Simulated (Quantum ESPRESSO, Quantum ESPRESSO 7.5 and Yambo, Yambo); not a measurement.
## Beyond one shot: GaN (honeycomb monolayer)

Wanted: G0W0 and self-consistent gaps of GaN (honeycomb monolayer), with the cost of the cycles.

Method: PBE and many-body steps on it, plane waves, in Quantum ESPRESSO 7.5 and Yambo 5.3.0.

### 1. The structure

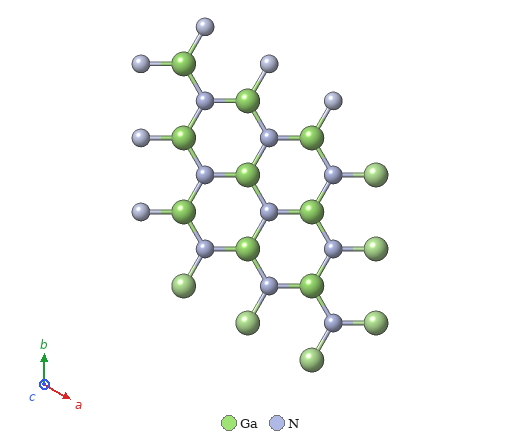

Start, viewed from above; gallium green, nitrogen light blue. 3×3×1 cells are drawn. Some periodic images of atoms are drawn too.

The cell holds 2 atoms: 1 Ga and 1 N. Its edges and angles: a = 3.214 Å, b = 3.214 Å, c = 14.000 Å, α = 90.0°, β = 90.0°, γ = 120.0°. Vacuum lies along c.

The structure was relaxed with PBE. The runs that relaxed it are not among those shown.

### 2. Empty states on the mesh, 9×9×1 mesh, 71 bands

This step: Quantum ESPRESSO 7.5; DFT, PBE, plane waves, norm-conserving pseudopotentials.

The sums over transitions need many empty states on a uniform mesh; this step solves for them.

pw.in

```
&control
  calculation = 'nscf'
  prefix = 'x'
  outdir = 'o'
  pseudo_dir = 'pseudo'
/
&system
  ibrav = 0
  nat = 2
  ntyp = 2
  ecutwfc = 104.0
  nbnd = 71
  force_symmorphic = .true.
/
&electrons
  conv_thr = 1e-9
  electron_maxstep = 80
  diago_full_acc = .true.
  diago_thr_init = 5e-6
/
ATOMIC_SPECIES
  Ga 69.723 Ga.upf
  N 14.007 N.upf
CELL_PARAMETERS angstrom
  3.2137349378 0.0000000000 0.0000000000
  -1.6068674689 2.7831760971 0.0000000000
  0.0000000000 0.0000000000 14.0000000000
ATOMIC_POSITIONS crystal
  Ga 0.3333333333 0.6666666667 0.5000451235
  N 0.6666666667 0.3333333333 0.4999548765
K_POINTS automatic
  9 9 1 0 0 0
```

Run with:

```console
OMP_NUM_THREADS=1 mpirun -n 4 pw.x -nk 4 -in pw.in > pw.out
```

Log:

```text
Program PWSCF v.7.5 starts

     This program is part of the open-source Quantum ESPRESSO suite
     for quantum simulation of materials; please cite
         "P. Giannozzi et al., J. Phys.:Condens. Matter 21 395502 (2009);
         "P. Giannozzi et al., J. Phys.:Condens. Matter 29 465901 (2017);
         "P. Giannozzi et al., J. Chem. Phys. 152 154105 (2020);
     in publications or presentations arising from this work. More details at

     Atomic positions and unit cell read from directory:
     o/x.save/

     Message from routine setup:
[...]
25.1966  25.5569  26.1762  26.9342  27.0910  27.4937  27.6569  27.8550
    27.8981  28.0912  28.2108  28.3329  28.4362  28.9612  29.5466  29.8515
    30.6761  31.0092  31.3373  31.3814  31.7730  31.8041  32.3536

          k = 0.0000 0.3849 0.0000 ( 15145 PWs)   bands (ev):

     [... further k-points ...]

     highest occupied, lowest unoccupied level (ev):    -2.2617   -0.1006

     XML data file, pseudopotentials, collected wavefunctions

=------------------------------------------------------------------------------=
   JOB DONE.
=------------------------------------------------------------------------------=
```

The job ended after 19 s (4 MPI ranks of Arm Neoverse V2, shared host; peak memory 0.69 GiB; 76 s of CPU time).

Numbers from this step:

| Quantity | Value |
| --- | --- |
| gap | 2.161 eV |
| k of the valence top | 0.3333, 0.3333, 0 |
| k of the conduction bottom | 0, 0, 0 |
| least direct gap | 2.484 eV |
| k points computed | 12 |
| lowest point of the top converged band, above the valence top | 33.48 eV |

On this mesh the gap is 2.161 eV.

The density comes from a self-consistent run that is not shown.

### 3. Conversion and set-up

This step: Yambo 5.3.0; conversion and set-up on PBE, plane waves, norm-conserving pseudopotentials.

The states are converted to the many-body program's format and the q mesh is built.

Run with:

```console
(cd o/x.save; p2y > p2y.log; mv SAVE ../..); yambo > setup.log
```

Log:

```text
 Yambo, version 5.3.0

 [02] CORE Variables Setup
 =========================

  [02.01] Unit cells
  ==================

  Cell kind             :  HCP
  Atoms in the cell     :  Ga  N
  number of Ga atoms    :  1
  number of N  atoms    :  1

  List of atomic masses
  Mass of Ga    :  69.72300
  Mass of N     :  14.00700

  List of atomic coordinates    : [cc]
  Ga1       : -0.30365E-09   3.5063       13.229      order 1
  N1       :   3.03654   1.75315  13.22689  order 2

  Alat factors          :   6.07308   5.25944  26.45617 [a.u.]
  Direct lattice volume :  845.0363 [a.u.]
[...]
K/Q-points units:
 rlu = crystal or reduced units; cc = cartesian coordinates; iku = interal k-units

 Q [ 1]         [rlu]:  0.000000  0.000000  0.000000
 Q [ 2]         [rlu]:  0.54576E-17  0.11111       0.0000
 Q [ 3]         [rlu]:  0.10915E-16  0.22222       0.0000
[...]
Q [ 8]         [rlu]:  0.111111  0.333333  0.000000
 Q [ 9]         [rlu]:  0.111111  0.444444  0.000000
 Q [10]         [rlu]:  0.222222  0.222222  0.000000
 Q [11]         [rlu]:  0.222222  0.333333  0.000000
 Q [12]         [rlu]:  0.333333  0.333333  0.000000

  [03.01] X indexes
  =================

   [03.01.01] Sigma indexes
   ========================

 [06] Game Over & Game summary
```

The job ended after 3 s (1 MPI rank; peak memory 0.26 GiB).

### 4. G0W0

Now the one-shot GW correction: screening in the RPA, then the self-energy of the levels asked for.

This step: G0W0 on PBE, plane waves, norm-conserving pseudopotentials.

gw1.in

```
HF_and_locXC
gw0
dyson
ppa
em1d
rim_cut
rim_w
RandQpts= 3000000
RandGvec= 100 RL
CUTGeo= "slab z"
RandGvecW= 9 RL
EXXRLvcs= 104 Ry
VXCRLvcs= 416 Ry
Chimod= "HARTREE"
% BndsRnXp
 1 | 71 |
%
NGsBlkXp= 8 Ry
% LongDrXp
 1 | 1 | 0 |
%
% GbndRnge
 1 | 71 |
%
DysSolver= "n"
ExtendOut
PPAPntXp= 27.21138 eV
% QPkrange
 1 | 12 | 10 | 17 |
%
```

Run with:

```console
OMP_NUM_THREADS=1 mpirun -n 4 yambo -F gw1.in -J gw1 -C gw1 > gw1.log
```

Log:

```text
 Yambo, version 5.3.0

 [02] CORE Variables Setup
 =========================

  [... cell, symmetries and grids as in the set-up ...]

  [02.05] Energies & Occupations
  ==============================

  [X] === General ===
  [X] Electronic Temperature                        :  0.000000  0.000000 [eV K]
  [X] Bosonic    Temperature                        :  0.000000  0.000000 [eV K]
  [X] Finite Temperature mode                       : no
  [X] El. density                                   :  0.20763E+24 [cm-3]
  [X] Fermi Level                                   : -2.261712 [eV]

  [X] === Gaps and Widths ===
  [X] Conduction Band Min                           :  2.161124 [eV]
  [X] Valence Band Max                              :  0.000000 [eV]
  [X] Filled Bands                                  :  13
  [X] Empty Bands                                   :   14   71
  [X] Direct Gap                                    :  2.483801 [eV]
  [X] Direct Gap localized at k                     :  1
  [X] Indirect Gap                                  :  2.161124 [eV]
  [X] Indirect Gap between kpts                     :  12   1
  [X] Last valence band width                       :  1.344845 [eV]
  [X] 1st conduction band width                     :  3.099751 [eV]

 [03] Transferred momenta grid and indexing
 ==========================================

 IBZ Q-points                                      :  12
 BZ  Q-points                                      :   81

 K/Q-points units:
 rlu = crystal or reduced units; cc = cartesian coordinates; iku = interal k-units

 Q [ 1]         [rlu]:  0.000000  0.000000  0.000000
 Q [ 2]         [rlu]:  0.54576E-17  0.11111       0.0000
 Q [ 3]         [rlu]:  0.10915E-16  0.22222       0.0000
 Q [ 4]         [rlu]:  0.16373E-16  0.33333       0.0000
 Q [ 5]         [rlu]:  0.21830E-16  0.44444       0.0000
 Q [ 6]         [rlu]:  0.111111  0.111111  0.000000
 Q [ 7]         [rlu]:  0.111111  0.222222  0.000000
 Q [ 8]         [rlu]:  0.111111  0.333333  0.000000
 Q [ 9]         [rlu]:  0.111111  0.444444  0.000000
 Q [10]         [rlu]:  0.222222  0.222222  0.000000
 Q [11]         [rlu]:  0.222222  0.333333  0.000000
 Q [12]         [rlu]:  0.333333  0.333333  0.000000

 [04] Coloumb potential Random Integration (RIM)
 ===============================================

 Performing RIM of v_slab

  [04.01] RIM initialization
  ==========================

  * Diagonal components only detected *

  8 x (sBL volume)        :  0.028991 [a.u.]
  sBZ random points       :  3000000
  Points outside the sBZ  :  24000829
  RL volume               :  0.293538 [a.u.]
  Integrated volume       :  0.293528 [a.u.]

  [04.02] RIM integrals
  =====================

  Gamma point sphere radius             :  0.031168 [a.u.]
  Points outside the sphere             :  2398884
  [Int_sBZ(q=0) 1/q^2]*(Vol_sBZ)^(-1/3) =:  7.241176
                                 should be <:  7.795600

  Summary of Coulomb integrals for non-metallic bands |Q|[au] RIM/Bare

  Q [1] 0.100000E-4 0.928880 * Q [2] 0.132739 0.898976
  Q [6] 0.229910 0.987561 * Q [3] 0.265478 0.998838
  Q [7] 0.351194 1.008689 * Q [4] 0.398216 1.009571
  Q [10] 0.459821 1.008976 * Q [8] 0.478596 1.008693
  Q [5] 0.530955 1.007716 * Q [11] 0.578595 1.006767
  Q [9] 0.608285 1.006258 * Q [12] 0.689731 1.004985
  Non-periodic chartesian directions : none
  Optical renormalization            :  26.45617 [au]
  Polarizability dimension           : length

 [05] Coloumb potential CutOffslab
 =================================

 Cut directionsZ
 Slab Cutoff:Z
 Symmetry test passed : yes

 [06] Dipoles
 ============

  [06.01] Setup: observables and procedures
  =========================================

 [07] Dynamic Dielectric Matrix (PPA)
 ====================================

 [WR./gw1//ndb.pp]---------------------------------------------------------------
  Brillouin Zone Q/K grids (IBZ/BZ)                :   12   81   12   81
  RL vectors                                       :  18211 [WF]
[...]
<13|nlXC|13> = -22.86317  0.25171E-16 <13|lXC|13> = -19.30445  0.18882E-15
 <14|nlXC|14> = -7.644959 -0.28559E-17 <14|lXC|14> = -11.29838  0.000000
 <15|nlXC|15> = -2.402748  0.71582E-18 <15|lXC|15> = -4.591214  0.18882E-15
[...]
Corrections @ K [2] :  [eV]
[...]
Corrections @ K [3] :  [eV]
[...]
Corrections @ K [4] :  [eV]
[...]
Corrections @ K [5] :  [eV]
[...]
[... 6 further k-points ...]
  Corrections @ K [12] :  [eV]
[...]
<15|nlXC|15> = -8.516424  0.49518E-18 <15|lXC|15> = -14.31521  0.000000
 <16|nlXC|16> = -2.393322  0.51742E-19 <16|lXC|16> = -5.891273 -0.11801E-16
 <17|nlXC|17> = -4.879831  0.26506E-18 <17|lXC|17> = -9.545050  0.47204E-16

  [08.01] Hartree-Fock occupations report
  =======================================

  [Hartree-Fock] === General ===
  [Hartree-Fock] Electronic Temperature             :  0.000000  0.000000 [eV K]
  [Hartree-Fock] Bosonic    Temperature             :  0.000000  0.000000 [eV K]
  [Hartree-Fock] Finite Temperature mode            : no
  [Hartree-Fock] El. density                        :  0.20763E+24 [cm-3]
  [Hartree-Fock] Fermi Level                        : -2.261712 [eV]

  [Hartree-Fock] === Gaps and Widths ===
  [Hartree-Fock] Conduction Band Min                :  5.814541 [eV]
  [Hartree-Fock] Valence Band Max                   : -3.881398 [eV]
  [Hartree-Fock] Filled Bands                       :  13
  [Hartree-Fock] Empty Bands                        :   14   71
  [Hartree-Fock] Direct Gap                         :  9.695939 [eV]
  [Hartree-Fock] Direct Gap localized at k          :  1
  [Hartree-Fock] Indirect Gap                       :  9.695939 [eV]
  [Hartree-Fock] Indirect Gap between kpts          :  1  1
  [Hartree-Fock] Last valence band width            :  1.718393 [eV]
  [Hartree-Fock] 1st conduction band width          :  3.659351 [eV]

 [09] Dyson equation: Newton solver
 ==================================

  [09.01] RIM-W interpolation
  ===========================

  [WARNING] RIM-W works only for 2D semiconductors with slab cutoff
  Found compatible q grid: 2D
  q_min[ 1 ]:  0.11111      0.25711E-11   0.0000     [rlu]
   0.111111  0.055556  0.000000 [iku]
  q_min[ 2 ]:  0.54576E-17  0.11111       0.0000     [rlu]
   0.54576E-17  0.11111       0.0000     [iku]
  G-vectors :   9
  G-vectors loaded:   61
  Number of interpolated frequencies:  2

  Evaluating coefficients q = 0
  Evaluating coefficients q = 0

  [09.02] RIM-W integrals
  =======================

  8 x (sBL volume)        :  0.028991 [a.u.]
  sBZ random points       :  3000000
  Points outside the sBZ  :  24000829
  RL volume               :  0.293538 [a.u.]
  Integrated volume       :  0.293528 [a.u.]

  [09.03] RIM integrals
  =====================

  Comparison between head Wc = W - v averages: < Wc > [au] RIM-W/RIM

   < -Wc [Q = 1] > 0.127396E-1 0.872799E-5 * < -Wc [Q = 2] > 0.003413 0.003308
   < -Wc [Q = 3] > 0.730478E-3 0.718781E-3 * < -Wc [Q = 4] > 0.255525E-3 0.252610E-3
   < -Wc [Q = 5] > 0.115309E-3 0.114393E-3 * < -Wc [Q = 6] > 0.001038 0.001020
   < -Wc [Q = 7] > 0.359231E-3 0.355000E-3 * < -Wc [Q = 8] > 0.155641E-3 0.154411E-3
   < -Wc [Q = 9] > 0.788560E-4 0.784091E-4 * < -Wc [Q = 10] > 0.175267E-3 0.173975E-3
   < -Wc [Q = 11] > 0.925214E-4 0.920699E-4 * < -Wc [Q = 12] > 0.560759E-4 0.559019E-4

  Comparison between head Wc = W - v averages: < Wc > [au] RIM-W/RIM

   < -Wc [G = 1,G`=0] > 0.127396E-1 0.872799E-5 * < -Wc [G = 2,G`=0] >-0.958204E-3  0.00000
   < -Wc [G = 3,G`=0] >-0.958204E-3  0.00000 * < -Wc [G = 4,G`=0] > 0.557881E-4  0.00000
   < -Wc [G = 5,G`=0] > 0.557881E-4  0.00000 * < -Wc [G = 6,G`=0] >-0.324247E-4  0.00000
   < -Wc [G = 7,G`=0] >-0.324247E-4  0.00000 * < -Wc [G = 8,G`=0] > 0.914876E-6  0.00000
   < -Wc [G = 9,G`=0] > 0.914876E-6  0.00000

 [10] G0W0 (W PPA)
 =================

 [  GW  ] Bands range     :    1   71
 [GW/PPA] G damping       :  0.100000 [eV]

 QP @ state[ 1 ] K range:   1  12
 QP @ state[ 1 ] b range:  10  17

  Sc/G bands                                       :    1   71
  Sc/G damping                                     :  0.100000 ev
  Sc bands terminator                              : no
  Sx RL components                                 :  15037

  QP @ state[ 1 ] K range                          :   1  12
  QP @ state[ 1 ] b range                          :  10  17
  GF energies kind                                 : Perdew, Burke & Ernzerhof(X)+Perdew, Burke & Ernzerhof(C)
  GF WF`s kind                                     : Perdew, Burke & Ernzerhof(X)+Perdew, Burke & Ernzerhof(C)
  Xs energies kind                                 : Perdew, Burke & Ernzerhof(X)+Perdew, Burke & Ernzerhof(C)
  Xs WF`s kind                                     : Perdew, Burke & Ernzerhof(X)+Perdew, Burke & Ernzerhof(C)

 [14] Game Over & Game summary
```

The job ended after 15 min (4 MPI ranks; peak memory 3.7 GiB).

Numbers from this step:

```yaml
g0w0_gap_on_the_mesh: 4.100 eV
starting_gap_on_the_mesh: 2.161 eV
k_of_the_valence_top: 0.3333, 0.3333, 0
k_of_the_conduction_bottom: 0, 0, 0
least_direct_g0w0_gap_on_the_computed_points: 4.323 eV
z_at_the_valence_top: 0.7714
z_at_the_conduction_bottom: 0.8316
```

The gap on the mesh goes from 2.16 eV to 4.10 eV, a correction of +1.94 eV.

### 5. evGW0, cycle 1

This step: evGW0 on PBE, plane waves, norm-conserving pseudopotentials.

gw2.in, as its differences from gw1.in of step 4:

```diff
@@ -30 +30,2 @@
 %
+GfnQPdb= "E < ./gw1/ndb.QP"
```

Run with:

```console
OMP_NUM_THREADS=1 mpirun -n 4 yambo -F gw2.in -J gw2,gw1_W -C gw2 > gw2.log
```

Log:

```text
 Yambo, version 5.3.0

 [02] CORE Variables Setup
 =========================

  [... cell, symmetries and grids as in the set-up ...]

  [02.05] Energies & Occupations
  ==============================

  [X] === General ===
  [X] Electronic Temperature                        :  0.000000  0.000000 [eV K]
  [X] Bosonic    Temperature                        :  0.000000  0.000000 [eV K]
  [X] Finite Temperature mode                       : no
  [X] El. density                                   :  0.20763E+24 [cm-3]
  [X] Fermi Level                                   : -2.261712 [eV]

  [X] === Gaps and Widths ===
  [X] Conduction Band Min                           :  2.161124 [eV]
  [X] Valence Band Max                              :  0.000000 [eV]
  [X] Filled Bands                                  :  13
  [X] Empty Bands                                   :   14   71
  [X] Direct Gap                                    :  2.483801 [eV]
  [X] Direct Gap localized at k                     :  1
  [X] Indirect Gap                                  :  2.161124 [eV]
  [X] Indirect Gap between kpts                     :  12   1
  [X] Last valence band width                       :  1.344845 [eV]
  [X] 1st conduction band width                     :  3.099751 [eV]

 [03] Transferred momenta grid and indexing
 ==========================================

 IBZ Q-points                                      :  12
 BZ  Q-points                                      :   81

 K/Q-points units:
 rlu = crystal or reduced units; cc = cartesian coordinates; iku = interal k-units

 Q [ 1]         [rlu]:  0.000000  0.000000  0.000000
 Q [ 2]         [rlu]:  0.54576E-17  0.11111       0.0000
 Q [ 3]         [rlu]:  0.10915E-16  0.22222       0.0000
[...]
[G+QP] Direct Gap                                 :  4.322812 [eV]
  [G+QP] Direct Gap localized at k                  :  1
  [G+QP] Indirect Gap                               :  4.099613 [eV]
  [G+QP] Indirect Gap between kpts                  :  12   1
  [G+QP] Last valence band width                    :  1.715341 [eV]
  [G+QP] 1st conduction band width                  :  3.201019 [eV]

  [coarse-grid] Minimum Bare Gap        [ev]:  2.161124
  [coarse-grid] Minimum Gap Correction  [ev]:  1.938489

  Eqp @ K [ 1]
  -161.8512 -105.8916 -105.6123 -105.6123  -17.3148  -15.2597  -15.2597  -14.9532
  -14.95322 -14.45810  -3.14814  -0.22322  -0.22320   4.09961   6.25670   5.79464
    7.46732   8.62815  11.04042  11.28061  12.22305  12.22305  15.37059  15.47868
[...]
Eqp @ K [ 2]
[...]
Eqp @ K [ 3]
[...]
Eqp @ K [ 8]
[...]
Eqp @ K [ 9]
[...]
11.36279  11.54603  12.41151  12.53409  12.72978  13.04995  13.19788  13.65282
   13.82659  14.14248  14.85178  14.91148  16.07591  16.73397  16.77412  17.01764

 [08] Dipoles
 ============

  [08.01] Setup: observables and procedures
  =========================================

 [09] Dynamic Dielectric Matrix (PPA)
 ====================================

  Sc/G bands                                       :    1   71
  Sc/G damping                                     :  0.100000 ev
  Sc bands terminator                              : no
  Sx RL components                                 :  15037

  QP @ state[ 1 ] K range                          :   1  12
  QP @ state[ 1 ] b range                          :  10  17
  GF energies kind                                 : Perdew, Burke & Ernzerhof(X)+Perdew, Burke & Ernzerhof(C)+ E < ./gw1/ndb.QP + @E Fit
  GF WF`s kind                                     : Perdew, Burke & Ernzerhof(X)+Perdew, Burke & Ernzerhof(C)
  Xs energies kind                                 : Perdew, Burke & Ernzerhof(X)+Perdew, Burke & Ernzerhof(C)
  Xs WF`s kind                                     : Perdew, Burke & Ernzerhof(X)+Perdew, Burke & Ernzerhof(C)

 [16] Game Over & Game summary
```

It took 11 min on 4 MPI ranks; peak memory 3.6 GiB; 45 min of CPU time.

Numbers from this step:

| Quantity | Value |
| --- | --- |
| quasiparticle gap on the mesh | 4.330 eV |
| gap of the density functional on the mesh | 2.161 eV |
| k of the valence top | 0.3333, 0.3333, 0 |
| k of the conduction bottom | 0, 0, 0 |
| least direct quasiparticle gap on the computed points | 4.545 eV |
| Z at the valence top | 0.7769 |
| Z at the conduction bottom | 0.8545 |

Against G0W0 in Yambo (9×9×1 mesh, 71 bands, screening to 108.8 eV, Godby-Needs plasmon pole), the gap moves by +0.230 eV.

The program's own table gives 4.612 eV, which is too large where the input levels are shifted: this version takes Σc at the unshifted level E₀, yet steps from the shifted one. The value above is the Newton step from E₀, E₀ + Z(Σc + Σx − Vxc), rebuilt from the printed columns.

### 6. evGW0, cycle 2

The corrected levels of the last cycle go back in.

gw3.in, as its differences from gw2.in of step 5:

```diff
@@ -30,2 +30,2 @@
 %
-GfnQPdb= "E < ./gw1/ndb.QP"
+GfnQPdb= "E < ./gw2_fix/ndb.QP"
```

Run with:

```console
OMP_NUM_THREADS=1 mpirun -n 4 yambo -F gw3.in -J gw3,gw1_W -C gw3 > gw3.log
```

Log:

```text
 Yambo, version 5.3.0

 [02] CORE Variables Setup
 =========================

  [... cell, symmetries and grids as in the set-up ...]

  [02.05] Energies & Occupations
  ==============================

  [X] === General ===
  [X] Electronic Temperature                        :  0.000000  0.000000 [eV K]
  [X] Bosonic    Temperature                        :  0.000000  0.000000 [eV K]
  [X] Finite Temperature mode                       : no
  [X] El. density                                   :  0.20763E+24 [cm-3]
[...]
Sx RL components                                 :  15037

  QP @ state[ 1 ] K range                          :   1  12
  QP @ state[ 1 ] b range                          :  10  17
  GF energies kind                                 : Perdew, Burke & Ernzerhof(X)+Perdew, Burke & Ernzerhof(C)+ E < ./gw1/ndb.QP + @E Fit+ E < ./gw2_fix/
  GF WF`s kind                                     : Perdew, Burke & Ernzerhof(X)+Perdew, Burke & Ernzerhof(C)
  Xs energies kind                                 : Perdew, Burke & Ernzerhof(X)+Perdew, Burke & Ernzerhof(C)
  Xs WF`s kind                                     : Perdew, Burke & Ernzerhof(X)+Perdew, Burke & Ernzerhof(C)

 [16] Game Over & Game summary
```

Elapsed: 11 min, on 4 MPI ranks; peak memory 3.6 GiB.

Numbers from this step:

```yaml
quasiparticle_gap_on_the_mesh: 4.354 eV
gap_of_the_density_functional_on_the_mesh: 2.161 eV
k_of_the_valence_top: 0.3333, 0.3333, 0
k_of_the_conduction_bottom: 0, 0, 0
least_direct_quasiparticle_gap_on_the_computed_points: 4.571 eV
```

Against the cycle before, the gap moves by +0.024 eV.

The program's own table gives 4.664 eV, which is too large where the input levels are shifted: this version takes Σc at the unshifted level E₀, yet steps from the shifted one. The value above is the Newton step from E₀, E₀ + Z(Σc + Σx − Vxc), rebuilt from the printed columns.

[end of part 1 of 2]

[Paths, hosts, dates, memory and timing lines, banners, echoed tables and standing remarks are left out of the program output.]

[Logs are printed without paths, hosts, clocks, repeated set-up lines and the standing remarks that a program may print on its own settings, such as how far it seeks lower states.]

[Runs of the session that timed out or met a known fault of the program may be left out.]

[Hosts, paths, dates, database ids (printed as entryN), source tags and the programs' standing remarks are cut or masked in the printed files.]
